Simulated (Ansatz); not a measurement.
```
Ta N
1.0
     3.07862    0.00000    0.00000
    -1.53931    2.66616    0.00000
     0.00000    0.00000    4.82326
Ta N
2 1
Direct
  0.66667 0.33333 0.74626
  0.33333 0.66667 0.25374
  0.00000 0.00000 0.00000
```

Space group P-3m1; a structure from a database of computed crystals, not necessarily the ambient phase; computed without spin polarisation.

Theory: DFT PBEsol, scalar-relativistic, plane waves, PAW in Ansatz 0.2.0.

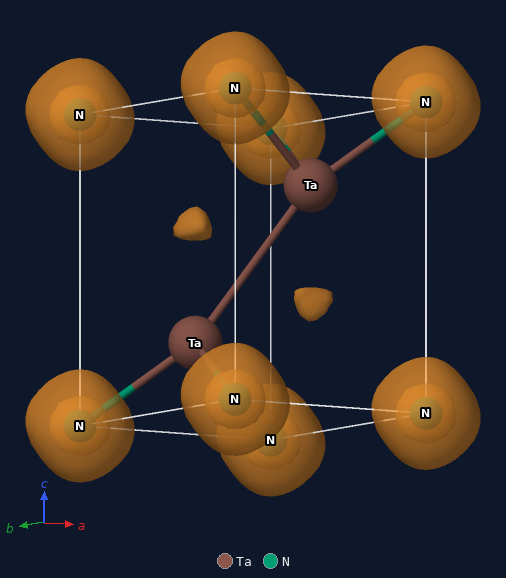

Ta2N. Isosurface of the electron localisation function at 0.7 (orange), seen at an oblique angle. Only the valence region is drawn (cores and ρ < 0.01 e/Å³ removed). Sticks mark near contacts.

Core electrons are frozen (PAW), and the valence fields are smoothed inside the atomic spheres.

Question: Identify the bonds, lone pairs and shells in this picture.

Answer: The surface consists of one region wrapped around N (its valence shell) and two pockets between the atoms, centred on no nucleus (multi-centre or interstitial), counted in one cell of 3 atoms. Any copies at cell faces, edges or corners count once. Along the contacts the grid gives the following. Ta–N (2.16 Å): the ELF peaks at about 0.80 in the valence shell of N, 0.6 Å from its nucleus, and drops to about 0.20 between the two atoms; no shared electron pair shows on this line. Ta–Ta (2.97 Å): the ELF is about 0.35 at the midpoint.

Question: Does the calculation give a band gap?

Answer: It is gapless in this calculation (a metal or semimetal); semilocal functionals without U, or without the true magnetic order, often close the gap of such compounds.
